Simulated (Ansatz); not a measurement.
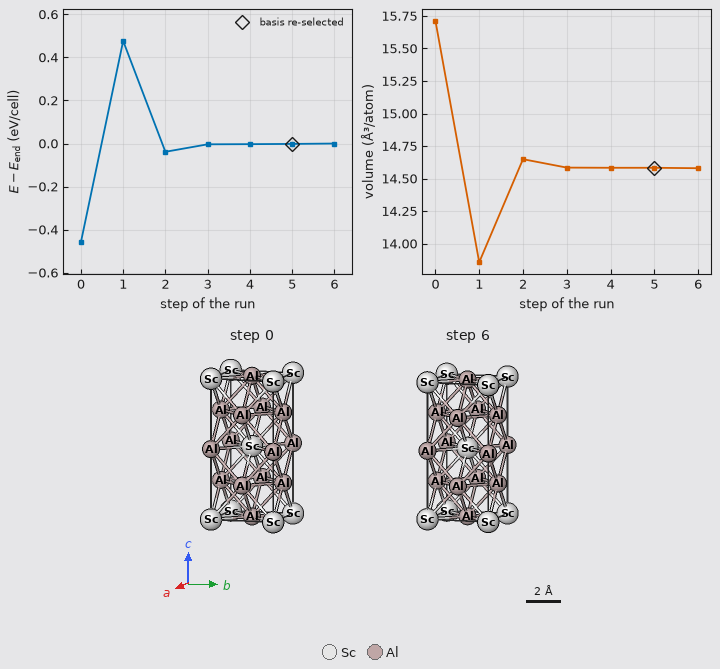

First and last geometry of a relaxation of solid ScAl₃ (set up in I4/mmm), with the history of the run. Style: ball-and-stick. Shown: the conventional cell (2 times the calculation's cell), slightly off an axis. Lengths and directions refer to the drawn axes.

Case: relaxed at 22 GPa.

The calculation used DFT PBEsol, scalar-relativistic, plane waves, PAW in Ansatz.

Input
```yaml
crystal:
  lattice:
    - [-1.932455452, 1.932455452, 4.2075855607]
    - [1.932455452, -1.932455452, 4.2075855607]
    - [1.932455452, 1.932455452, -4.2075855607]
  atoms:
    - { symbol: Sc, position: [0.0, 0.0, 0.0] }
    - { symbol: Al, position: [0.75, 0.25, 0.5] }
    - { symbol: Al, position: [0.25, 0.75, 0.5] }
    - { symbol: Al, position: [0.5, 0.5, 0.0] }
basis:
  ecutwfc: 420
kpoints:
  mp_grid: { grid: [16, 16, 16] }
hamiltonian:
  xc: pbesol
scf:
  occupations: { method: fermi_dirac, width: 0.15 }
output:
  forces: true
  stress: true
  eigenvalues: true
  write_density: true
  write_potential: true
  elf: true
  volumetric_format: npy
relax:
  adjacent_minimum: "off"
  f_tol: 0.001
  max_steps: 60
  cell: { stress_tol: 0.02, p_target: 22.0 }
```

Run as
```bash
ansatz run input.yaml --threads 1 --pin off --max-ram 3072MiB --backend cpu --events-out ev --progress --plain --runs-dir out
```

Q: Read the history and describe the run.

A: The run was cut off at its time limit before the relaxation converged, so the last structure is only a point on the way. Over 5 accepted moves (6 points after the start) the energy rises by 0.458 eV per cell of the calculation. With the target pressure of 22 GPa, the enthalpy E + pV changes by −0.164 eV per cell of the calculation. All forces vanish by symmetry, so only the cell relaxes. The pressure goes from 11.00 to 22.00 GPa. At 1 point the geometry stayed and the basis and grid were re-selected for the new cell (energy shift of 1.1 meV per cell of the calculation at most each time). The atoms keep their places relative to the cell (all moves are under 0.005 Å). The volume changes by −7.2 %, with a = b 3.865 → 3.775 Å (−2.3 %), c 8.415 → 8.186 Å (−2.7 %). Near-neighbour distances that change, for instance: Al2–Al4 2.857 → 2.784 Å, Sc1–Al2 2.857 → 2.784 Å, Sc1–Al4 2.733 → 2.669 Å, Al2–Al3 2.733 → 2.669 Å. The space group stays I4/mmm (No. 139). Cost: 3.3 min on 1 thread of AMD EPYC 7R43 64-Core Processor (Zen 3) (shared host), peak memory 0.66 GiB.

```tsv
step	E − E(0), meV/atom	pressure, GPa	volume, Å³/atom	note
0	0.00	11.00	15.713	
1	233.64	31.24	13.857	
2	104.90	21.25	14.649	
3	113.60	21.99	14.585	
4	113.79	22.00	14.583	
5	114.05	21.96	14.583	same geometry, new basis
6	114.50	22.00	14.580
```
